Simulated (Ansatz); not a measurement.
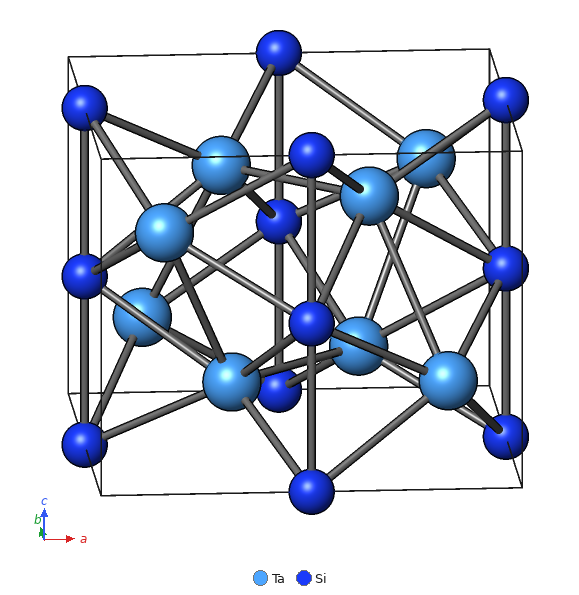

View from a general direction, drawn as a ball-and-stick model. The conventional unit cell is drawn as a box.

What is this?

- Chemical formula Ta$_{2}$Si.
- Space group: I-42m (No. 121). Lattice: body-centred tetragonal.
- Content of the cell: 8 Ta, 4 Si (Z = 4).
- Neighbours within bonding distance: Ta 9 and Si 10. Not all metal-metal contacts are counted.

It goes back to a structure listed in the Materials Project. The cell was then strained or its atoms displaced on purpose. It was run through Ansatz as a DFT input.

At this level of theory the run's own cell isn't at rest (forces up to 1.8 eV/Å), so its distances can differ from those at equilibrium, the more so the softer the solid.
